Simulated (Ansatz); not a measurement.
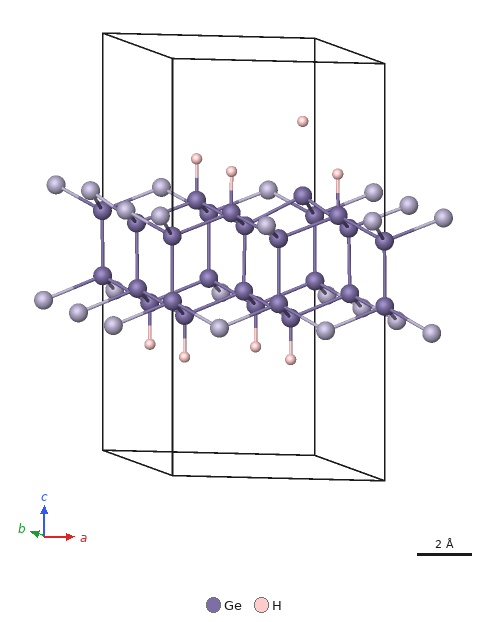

*The structure (ball-and-stick view of the cell of the calculation, with the vacuum cut short, seen slightly off an axis; neighbours outside the cell are drawn fainter).*

# Ge2H: single-point calculation (part 1 of 2)

The run: single-point calculation of Ge2H (slab, 24 atoms in the cell). Method and program: DFT PBE+D3(BJ), scalar-relativistic, plane waves, PAW, no spin polarisation (Ansatz 0.2.0).

The structure derives from an entry of the Crystallography Open Database. It belongs to a series of runs on one base structure; here: the slab at its places in the relaxed adsorbed structure. Figures and captions count atoms from 1; the log counts them from 0 in places.

**The input**
```yaml
crystal:
  lattice:
    - [8.0601468097, 0.0, 0.0]
    - [-4.0300734049, 6.9802918954, 0.0]
    - [0.0, 0.0, 25.6280632356]
  atoms:
    - { symbol: Ge, position: [0.6666666667, 0.3333333333, 0.3718579868] }
    - { symbol: Ge, position: [0.6666666667, 0.8333333333, 0.3718579868] }
    - { symbol: Ge, position: [0.1666666667, 0.3333333333, 0.3718579868] }
    - { symbol: Ge, position: [0.1666666667, 0.8333333333, 0.3718579868] }
    - { symbol: Ge, position: [0.5, 0.5, 0.4039569902] }
    - { symbol: Ge, position: [0.5, 0.0, 0.4039569902] }
    - { symbol: Ge, position: [0.0, 0.5, 0.4039569902] }
    - { symbol: Ge, position: [0.0, 0.0, 0.4039569902] }
    - { symbol: Ge, position: [-0.0037532733, 0.5037447923, 0.4996360914] }
    - { symbol: Ge, position: [-0.0037447923, -0.0074980656, 0.4996360914] }
    - { symbol: Ge, position: [0.5074980656, 0.5037532733, 0.4996360914] }
    - { symbol: Ge, position: [0.5, 0.0, 0.4994015293] }
    - { symbol: Ge, position: [0.8333333333, 0.6666666667, 0.5398246416] }
    - { symbol: Ge, position: [0.8359158766, 0.1679476635, 0.5296762632] }
    - { symbol: Ge, position: [0.3320317869, 0.6640841234, 0.5296762632] }
    - { symbol: Ge, position: [0.3320523365, 0.1679682131, 0.5296762632] }
    - { symbol: H, position: [0.6659093869, 0.3318862666, 0.3111461198] }
    - { symbol: H, position: [0.6659768798, 0.8340906131, 0.3111461198] }
    - { symbol: H, position: [0.1666666667, 0.3333333333, 0.3109574934] }
    - { symbol: H, position: [0.1681137334, 0.8340231202, 0.3111461198] }
    - { symbol: H, position: [0.8333333333, 0.6666666667, 0.6489137657] }
    - { symbol: H, position: [0.8333715675, 0.1665752563, 0.5903304898] }
    - { symbol: H, position: [0.3332036888, 0.6666284325, 0.5903304898] }
    - { symbol: H, position: [0.3334247437, 0.1667963112, 0.5903304898] }
basis:
  ecutwfc: 420
kpoints:
  mp_grid: { grid: [3, 3, 1] }
hamiltonian:
  xc: pbe
  dispersion: d3bj
scf:
  occupations: { method: gaussian, width: 0.1 }
output:
  forces: true
  eigenvalues: true
  write_density: true
  volumetric_format: npy
efield:
  axis: 3
  dipole_correction: true
  ramp_width: 0.04
```

Command:
```bash
ansatz run input.yaml --threads 8 --pin off --max-ram 20480MiB --backend cpu --events-out ev --progress --plain --runs-dir out
```

**Log**
```
Engine: ansatz 0.2.0, x86_64-unknown-linux-gnu
Pseudopotentials: kind: paw
Pseudopotential: Ge, paw, valence charge 14, recommended cutoff 420 eV (normal), Ge.paw.azcp
Pseudopotential: H, paw, valence charge 1, recommended cutoff 420 eV (normal), H.paw.azcp
Functional definition: PBE
  parameter kappa = 0.804
  parameter beta = 0.06672455060314922
  exchange = pbe_x(kappa = kappa, mu = beta*pi^2/3)
  correlation = pbe_c(beta = beta)
Crystal: 24 atoms, lattice volume = 1441.891 Å³
Basis set: ecut = 420 eV, 28327 PW (Γ), exchange–correlation on 108×108×360 points (8 copies of the dense FFT grid, shifted against one another)
Bands: 140, of which v1, the nominal top of the filled ones, is band 116 counted from 1 (115 counted from 0)
Symmetry: 3 space group operations
Space group: P3 (ITA 143), of the structure as read, at distance tolerance 1.1e-4 Å
k-points: 3 of 9 (time reversal used)
Non-local potential: Ge, projectors of the file, l = 0: 2, l = 1: 2, l = 2: 3, l = 3: 1
Non-local potential: H, projectors of the file, l = 0: 2, l = 1: 1
PAW form: soft (Blöchl's): semilocal exchange-correlation on the pseudo side does not see the compensation charge
PAW one-centre angular grid: Ge, 590 points (default); XC on 64 Gauss nodes
PAW one-centre angular grid: H, 110 points (default); XC on 64 Gauss nodes
Initial density: superposition of atomic densities (neutral atoms: chi_scale 0, normalization atom), corrected by the library's trained network
Initial wavefunctions: pseudopotential atomic-orbital guess
Functional: x = pbe(κ = 0.804, μ = 0.2195149727645171), c = pbe(β = 0.06672455060314922)
SCF iter   1: F=—  HF=-68845.550316 eV  |F-HF|=—  |Δ(HF+E_count)|=         —  Δρ=4.60e-3  dr2=8.23e-1  ethr=1.77e-3  p=-0.180 e·Å  D=-2.26e-2 V/Å  ΔV_dip=0.58 eV  dr2_dipole=6.45e-2  V_vac-E_F(+/−)=5.15/4.57 eV  ⟨swp⟩=6.3  Hψ=1576  notcnv=0  defer=5
efield: sawtooth ramp at fractional position 0.9599 (placed from the atoms, in the widest stretch of the axis that holds none; the zero of the levels goes with the place), width 0.0400; the density the first Hamiltonian is built on has a dipole p = -0.180 e·Å; the dipole correction subtracts the counter field D = -2.26e-2 V/Å, which shifts the + side's vacuum level by +0.58 eV against the − side's; the planar-averaged density in the ramp window peaks in size at 1.5e-5 e/Å³
preconditioner: auto → LDOS  [insulator: Δε(μ)=0.220 eV  Ē_g=21.664 eV  σ=0.100 eV  W_gap=0.56  n_scr=214 (ndim 8)  ℏωp=14.9 eV  f_vac=0.672  D(μ)=3.28/eV (n_scr^D=4)  ε∞_Penn≈1.5  β→1.0]
SCF iter   2: F=—  HF=-68845.457087 eV  |F-HF|=—  |Δ(HF+E_count)|=   9.32e-2  Δρ=1.62e-3  dr2=1.14e-1  ethr=3.55e-4  p=-0.293 e·Å  D=-3.67e-2 V/Å  ΔV_dip=0.94 eV  dr2_dipole=1.72e-2  V_vac-E_F(+/−)=5.27/4.33 eV  ⟨swp⟩=2.0  Hψ=512  notcnv=0  defer=44
SCF iter   3: F=—  HF=-68845.454243 eV  |F-HF|=—  |Δ(HF+E_count)|=   2.84e-3  Δρ=4.20e-4  dr2=7.38e-3  ethr=4.92e-5  p=-0.244 e·Å  D=-3.07e-2 V/Å  ΔV_dip=0.79 eV  dr2_dipole=6.81e-4  V_vac-E_F(+/−)=5.17/4.38 eV  ⟨swp⟩=2.3  Hψ=542  notcnv=0  defer=44
SCF iter   4: F=—  HF=-68845.453142 eV  |F-HF|=—  |Δ(HF+E_count)|=   1.10e-3  Δρ=1.31e-4  dr2=7.10e-4  ethr=3.18e-6  p=-0.252 e·Å  D=-3.16e-2 V/Å  ΔV_dip=0.81 eV  dr2_dipole=5.68e-5  V_vac-E_F(+/−)=5.18/4.37 eV  ⟨swp⟩=2.0  Hψ=664  notcnv=0  defer=44
SCF iter   5: F=—  HF=-68845.453122 eV  |F-HF|=—  |Δ(HF+E_count)|=   2.05e-5  Δρ=5.19e-5  dr2=8.99e-5  ethr=3.06e-7  p=-0.249 e·Å  D=-3.13e-2 V/Å  ΔV_dip=0.80 eV  dr2_dipole=1.93e-6  V_vac-E_F(+/−)=5.17/4.37 eV  ⟨swp⟩=2.0  Hψ=470  notcnv=0  defer=44
SCF iter   6: F=—  HF=-68845.452986 eV  |F-HF|=—  |Δ(HF+E_count)|=   1.36e-4  Δρ=1.53e-5  dr2=1.06e-5  ethr=3.88e-8  p=-0.247 e·Å  D=-3.11e-2 V/Å  ΔV_dip=0.80 eV  dr2_dipole=6.32e-7  V_vac-E_F(+/−)=5.17/4.37 eV  ⟨swp⟩=3.0  Hψ=878  notcnv=0  defer=24
SCF iter   7: F=—  HF=-68845.452988 eV  |F-HF|=—  |Δ(HF+E_count)|=   1.84e-6  Δρ=7.83e-6  dr2=1.67e-6  ethr=4.59e-9  p=-0.247 e·Å  D=-3.10e-2 V/Å  ΔV_dip=0.79 eV  dr2_dipole=5.31e-7  V_vac-E_F(+/−)=5.17/4.37 eV  ⟨swp⟩=2.0  Hψ=446  notcnv=0  defer=24
SCF iter   8: F=—  HF=-68845.452988 eV  |F-HF|=—  |Δ(HF+E_count)|=   9.56e-7  Δρ=5.52e-6  dr2=6.95e-7  ethr=7.18e-10  p=-0.246 e·Å  D=-3.09e-2 V/Å  ΔV_dip=0.79 eV  dr2_dipole=7.66e-8  V_vac-E_F(+/−)=5.16/4.37 eV  ⟨swp⟩=2.0  Hψ=458  notcnv=0  defer=24
SCF iter   9: F=-68845.452989 eV  HF=-68845.452988 eV  |F-HF|=7.60e-8  |Δ(HF+E_count)|=   4.81e-8  Δρ=2.14e-6  dr2=8.22e-8  ethr=4.31e-11  p=-0.246 e·Å  D=-3.09e-2 V/Å  ΔV_dip=0.79 eV  dr2_dipole=2.78e-9  V_vac-E_F(+/−)=5.16/4.37 eV  ⟨swp⟩=11.0  Hψ=2186  notcnv=0
SCF 1 converged in 9 iterations: F = -68845.452989 eV  dr2 = 8.22e-8
  greatest PAW one-centre occupation: 0.998 electrons in one spin orbital (limit 2), on the Ge atom at site 12 (counted from 0), in its partial waves of l = 2
SCF converged after 9 iterations
Free energy (F): -68845.452989 eV
Harris-Foulkes:  -68845.452988 eV  (|F-HF|=7.60e-8)
Internal energy: -68845.436540 eV  (E = F + TS)
E sigma→0 (E₀):  -68845.444764 eV
Entropy (-TS):   -0.016448 eV (-0.685 meV/atom)
Fermi energy:    -1.366699 eV
Dipole field:    D = -0.030941 V/Å  (p = -0.246548 e·Å, saw-weighted, corrected)
Work function:   Φ+ = 5.1636 eV   Φ− = 4.3707 eV
Levels:          The Fermi level and band energies are counted from a zero that moves with the ramp; work functions are not
--- Per-component energies (eV) ---
  E_band       = -4596.128334
  E_kinetic    = 1877.105443
  E_local      = -248661.996965  (includes V_loc(G=0)·N_el)
  E_nonlocal   = 6711.858472
  E_hartree    = 120808.379115
  E_xc         = -1271.372122
  E_vxc        = -1113.560381  (∫ρ·V_xc dr)
  E_paw        = -32326.981672  (= ΣΔE_a)
  E_vpaw       = -5021.202702  (= ΣTr[D̂ρ^β])
  E_aug_tail   = -0.005146  (compensation charges beyond the density's cutoff)
  E_efield     = 0.003814  (sawtooth field / dipole correction)
  E_vefield    = -5.110744  (∫n·V_field dr)
  E_ewald      = 84021.145758
  E_disp       = -3.573238  (pairwise vdW)
  E_smearing   = -0.016448  (= −TS)
  E_closure    = -0.000000  (closes the sum)
  Σ components = -68845.452989   (vs F -68845.452989, Δ=0.00e0)
--- Forces (eV/Å), atoms counted from 1 ---
  atom   1  Ge    -0.00015249    -0.05071614     0.13014892
  atom   2  Ge    -0.04384522     0.02549013     0.13014892
  atom   3  Ge     0.00000000     0.00000000     0.27799582
  atom   4  Ge     0.04399771     0.02522601     0.13014892
  atom   5  Ge     0.22226117     0.12857695    -0.21143015
  atom   6  Ge     0.00000000    -0.00000000    -0.12553883
  atom   7  Ge    -0.22248149     0.12819534    -0.21143015
  atom   8  Ge     0.00022033    -0.25677229    -0.21143015
  atom   9  Ge     0.26638237    -0.15408562     0.35408422
  atom  10  Ge     0.00025087     0.30773671     0.35408422
  atom  11  Ge    -0.26663324    -0.15365109     0.35408422
  atom  12  Ge    -0.00000000     0.00000000     0.08893727
  atom  13  Ge     0.00000000    -0.00000000     0.68702988
  atom  14  Ge    -0.07204235    -0.04185733    -0.02474295
  atom  15  Ge    -0.00022834     0.08331917    -0.02474295
  atom  16  Ge     0.07227069    -0.04146184    -0.02474295
  atom  17  H      0.00019990     0.02061604     0.00395846
  atom  18  H      0.01775406    -0.01048114     0.00395846
  atom  19  H      0.00000000     0.00000000     0.05637862
  atom  20  H     -0.01795396    -0.01013490     0.00395846
  atom  21  H     -0.00000000    -0.00000000    -1.65350786
  atom  22  H      0.01494952     0.00963326    -0.02911709
  atom  23  H      0.00086789    -0.01776329    -0.02911709
  atom  24  H     -0.01581741     0.00813003    -0.02911709
  max |Σ_I F_I| component: 8.78e-7 eV/Å
--- Band table (eV) ---
```
